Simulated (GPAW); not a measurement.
## SiC (P6_3mc): refractive index against wavelength

The refractive index of SiC (P6_3mc) along x below the direct gap (4.07 eV on the mesh) is read from one computed spectrum, n = √(Re ε). x, y and z are the Cartesian axes of the input cell.

The structure is hexagonal, space group P6_3mc (No. 186). The conventional cell has a = 3.076 Å, b = 3.076 Å, c = 5.048 Å, α = 90.00°, β = 90.00°, γ = 120.00°. Si on site b is surrounded by 4 C at 1.87 to 1.94 Å. C on site b is surrounded by 4 Si at 1.87 to 1.94 Å.

Method: GPAW 26.7.0, PBE, RPA, k-mesh 12×12×6, local fields up to 50 eV, Lorentzian half width 0.15 eV.

Launch of the response step: `OMP_NUM_THREADS=1 python df.py`. The run took 39 s, its band step included, on 1 thread of AMD EPYC 9R14 (Zen 4) (shared host).

```tsv
wavelength (nm)	photon energy E (eV)	n
1310	0.946	2.5889
1064	1.165	2.5984
850	1.459	2.6145
700	1.771	2.6365
633	1.959	2.6522
532	2.331	2.6897
450	2.755	?
```

In the single-oscillator model n² − 1 = E₀E_d/(E₀² − E²), so 1/(n² − 1) = E₀/E_d − E²/(E₀E_d) is linear in E².

Working, on the rows shown:

| x = E² (eV²) | y = 1/(n² − 1) |
| --- | --- |
| 0.895757 | 0.175365 |
| 1.35784 | 0.173862 |
| 2.12762 | 0.171362 |
| 3.13716 | 0.168035 |
| 3.83641 | 0.165723 |
| 5.43137 | 0.160398 |

Means: x̄ = 2.7977, ȳ = 0.16912. Σ(x − x̄)(y − ȳ) = -0.04707, Σ(x − x̄)² = 14.27. Slope = -0.04707 / 14.27 = -0.003299; intercept = ȳ − slope · x̄ = 0.17835. Turned back into n, the line misses the rows shown by at most 0.00027.

Task: What does the fit predict for the withheld row, and how well does it do?

Result: At x = 7.5912 the line gives y = 0.15331, that is 2.7427. The run gave 2.7448, so the extrapolation is off by 0.0021, 1.3 % of the range in the table.

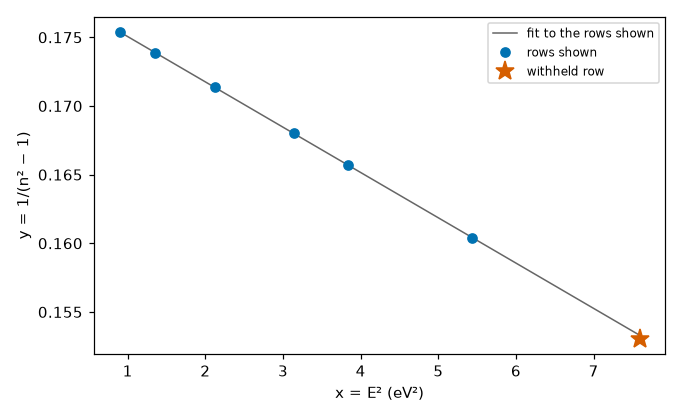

Refitted with all rows, the slope is -0.003331 and the intercept 0.17843. These give E₀ = √(intercept/−slope) = 7.32 eV and E_d = E₀/intercept = 41.0 eV; E₀ is 1.8 times the direct gap. The electronic limit at long wavelengths, without lattice vibrations, is n = √(1 + 1/intercept) = 2.570. Excitons are left out; PBE gaps are as a rule too small. The values come from a sum over the points of one k-mesh and carry its error, which grows as the direct gap shrinks.

[Logs are printed without paths, hosts, clocks, repeated set-up lines and the standing remarks that a program may print on its own settings, such as how far it seeks lower states.]
